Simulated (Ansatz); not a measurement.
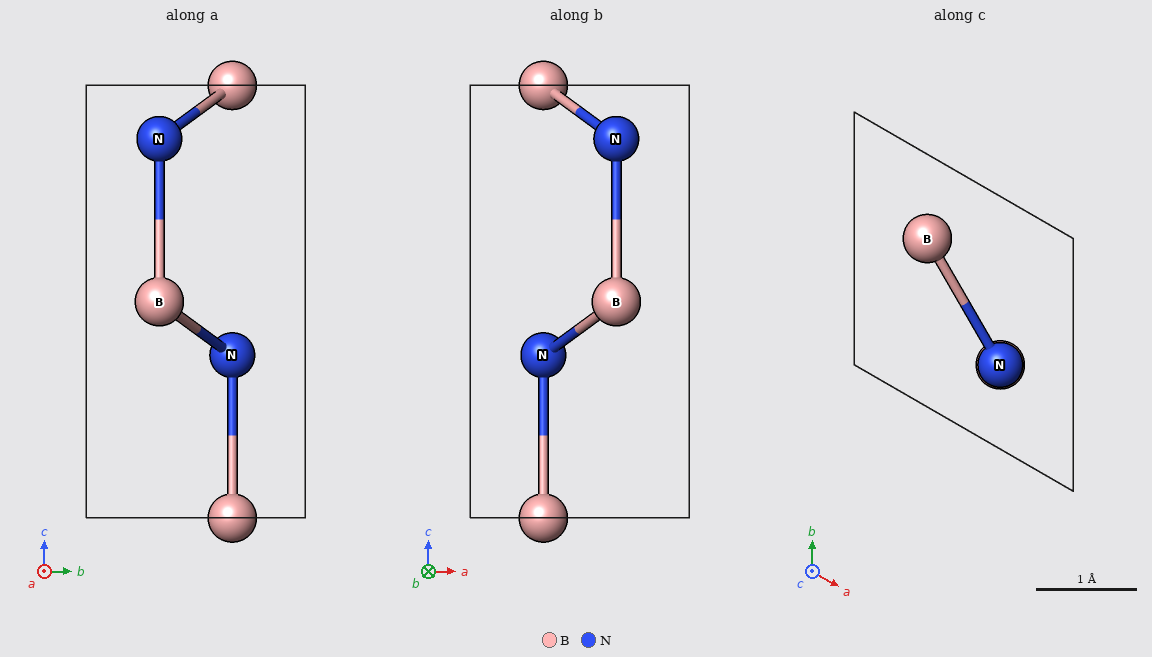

Ball-and-stick representation of a periodic structure, projected along the a axis, along the b axis and along the c axis. The conventional unit cell is drawn as a box.

Lattice parameters: a = 2.544 Å, b = 2.544 Å, c = 4.355 Å, α = 90.00°, β = 90.00°, γ = 120.00°.

> Record the structure as a table of Wyckoff sites.

Space group P6_3mc (No. 186).
```
atom  site       x       y       z
   B    2b  0.3333  0.6667  0.9993
   N    2b  0.3333  0.6667  0.3757
```

Starting structure: a structure type filled with these elements by a generator (whether the compound takes this form wasn't checked). The cell was then strained or its atoms displaced on purpose. An electronic-structure calculation with Ansatz was run on it.

At this level of theory the cell isn't at rest (stretched, at -16 GPa), so its distances can differ from those at equilibrium, the more so the softer the solid.
